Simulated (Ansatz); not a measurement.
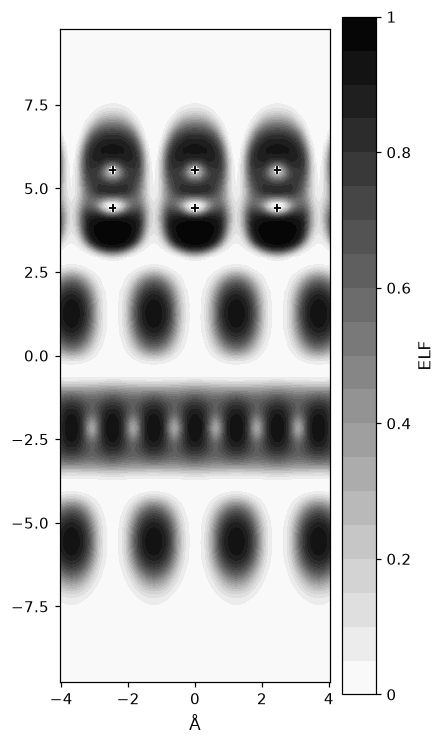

The electron localisation function on a plane through atoms (crosses mark nuclei in the plane).

Level of theory: DFT PBE+D3(BJ), scalar-relativistic, plane waves, PAW in Ansatz.

Candidates:
A. WSe₂, a = 3.28 Å, b = 3.28 Å, c = 7.01 Å, α = 90.00°, β = 90.00°, γ = 120.00°. Space group P-6m2; a structure from a database of computed crystals, not necessarily the ambient phase.
B. C₇O (slab), a = 2.47 Å, b = 2.46 Å, c = 26.93 Å, α = 90.00°, β = 90.00°, γ = 120.01°. 

Q: Which system is this?

A: Candidate B: C₇O on the (100) plane of the calculation cell, a cut from vacuum to vacuum, which holds C and O. C–O (1.13 Å): the ELF peaks at about 0.85 between the atoms.
